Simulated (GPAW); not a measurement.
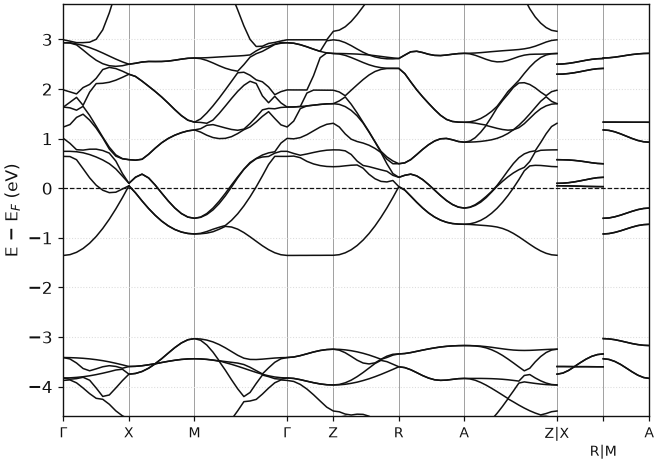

Band structure. Energies are counted from the Fermi level.

Q: What lattice type does the k path imply?

A: A primitive tetragonal lattice: the path Γ–X–M–Γ–Z–R–A–Z|X–R|M–A runs through the special points of its Brillouin zone.

System: TiSe, space group P4/nmm, 4 atoms in the cell.

```cif
data_structure
_symmetry_space_group_name_H-M 'P 1'
_symmetry_Int_Tables_number 1
_cell_length_a 4.2201
_cell_length_b 4.2201
_cell_length_c 5.9844
_cell_angle_alpha 90.000
_cell_angle_beta 90.000
_cell_angle_gamma 90.000
_cell_volume 106.58
loop_
_atom_site_label
_atom_site_type_symbol
_atom_site_fract_x
_atom_site_fract_y
_atom_site_fract_z
_atom_site_occupancy
Se1 Se 0.00000 0.50000 0.76056 1
Se2 Se 0.50000 0.00000 0.23944 1
Ti1 Ti 0.00000 0.00000 0.00000 1
Ti2 Ti 0.50000 0.50000 0.00000 1
```

Method: PBEsol, PAW data sets generated in the run's folder for this functional, no spin polarisation, no spin-orbit coupling, 4×4×3 k mesh, 600 eV cutoff, Fermi-Dirac smearing of 0.05 eV (GPAW 26.7.0).

Q: Does this material conduct, going by its bands?

A: A metal: bands cross the Fermi level along this path.

The k mesh is coarse (spacing up to 0.37 Å⁻¹), so the values aren't converged. Spin-orbit coupling is left out, which matters for Se. The cell is under a strain of +1 % (biaxial xy). The cell is at −4 GPa in this functional. The cell comes from a database of computed structures, and whether it is the stable form of this composition wasn't checked. Bands are joined in order of energy, so crossings between the computed points show as kinks or gaps.
